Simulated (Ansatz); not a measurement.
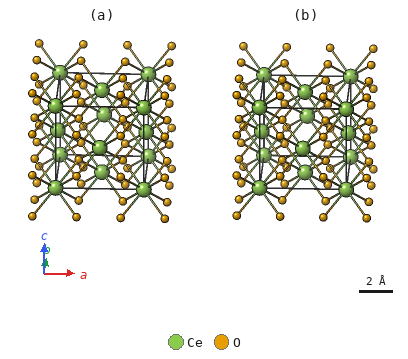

The structure of solid CeO2 (built on the database structure type) before (left) and after (right) a relaxation, at one scale.

The picture is a ball-and-stick view of the conventional cell (4 times the calculation's cell), seen from a free direction. Lengths and directions refer to the drawn axes.

Computed with DFT, LDA, plane waves, PAW in Ansatz.

The input:
```yaml
crystal:
  lattice:
    - [0.0, 2.7321936134, 2.7321936134]
    - [2.7321936134, 0.0, 2.7321936134]
    - [2.7321936134, 2.7321936134, 0.0]
  atoms:
    - { symbol: Ce, position: [0.0, 0.0, 0.0] }
    - { symbol: O, position: [0.25, 0.25, 0.25] }
    - { symbol: O, position: [0.75, 0.75, 0.75] }
kpoints:
  mp_grid: { grid: [8, 8, 8] }
hamiltonian:
  xc: lda
scf:
  occupations: { method: fermi_dirac, width: 0.02 }
relax:
  f_tol: 0.005
  cell: {}
output:
  write_density: true
  write_potential: true
  elf: true
  volumetric_format: npy
```

Run as
```bash
ansatz run input.yaml --threads 2 --pin off --max-ram 20275MiB --backend cpu --events-out ev --progress --plain --runs-dir out
```

> Summarise the run.

No atom moves by more than 0.005 Å relative to the cell. Cell: a = b = c 5.464 → 5.359 Å (−1.9 %). Volume −5.7 %. Some distances before and after: Ce1–O2 2.366 → 2.320 Å. The space group stays Fm-3m (No. 225). Over 5 accepted moves (7 points after the start) the energy falls by 27.0 meV per atom. All forces vanish by symmetry, so only the cell relaxes. The pressure goes from −10.62 to 0.00 GPa. The SCF was repeated twice at an unchanged geometry on a basis and grid sized afresh for the cell, which shifted the energy by 3.1 meV per atom at most.

Limits of the set-up: 4f states are treated without a Hubbard U.
